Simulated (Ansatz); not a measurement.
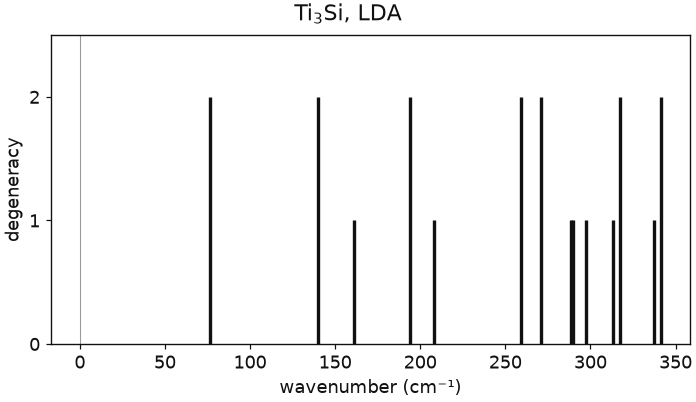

The picture above shows the zone-centre optical phonon frequencies (the three acoustic modes are left out) for Ti₃Si, space group P6_3/mmc (No. 194).

The given structure:
```xyz
8
Lattice="5.4765 0.0000 0.0000 -2.7383 4.7428 0.0000 0.0000 0.0000 4.4262" Properties=species:S:1:pos:R:3 pbc="T T T"
Ti    1.4076    0.8127    3.3197
Ti    4.0690    0.8127    3.3197
Ti    2.7383    3.1175    3.3197
Ti    1.3307    3.9302    1.1066
Ti   -1.3307    3.9302    1.1066
Ti    0.0000    1.6253    1.1066
Si    0.0000    3.1619    3.3197
Si    2.7383    1.5809    1.1066
```

Computed with Ansatz 0.2.0: harmonic phonon frequencies at the zone centre with atoms at rest in the given cell, without the long-range term of polar modes, the three translations left out, imaginary frequencies are negative; plane waves with PAW datasets, Γ-centred k mesh. Level: LDA, no spin polarisation.

- wave cutoff: 420 eV
- k mesh: 6×6×8
- occupations: Fermi–Dirac
- smearing width: 0.15 eV
- volume relative to the relaxed cell: 0.98
- phonon method: linear response

This calculation gives: highest mode 341.5 cm⁻¹ and lowest optical mode 76.3 cm⁻¹.

Now the cell is expanded by 2.0 % in volume, to 14.66 Å³/atom, with its shape relaxed. How do these quantities change?

The highest mode falls from 341.5 to 328.9 cm⁻¹ (−3.7 %) and the lowest optical mode hardly changes (76.3 and 76.5 cm⁻¹). The shift of the highest mode amounts to a Grüneisen parameter of 1.86.

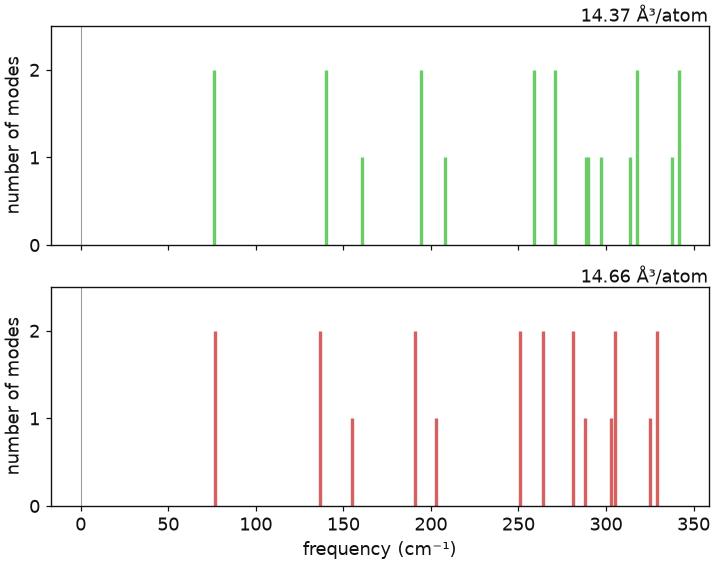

The two results together.

For both, limits of the calculation: metal sensitive to the k mesh.
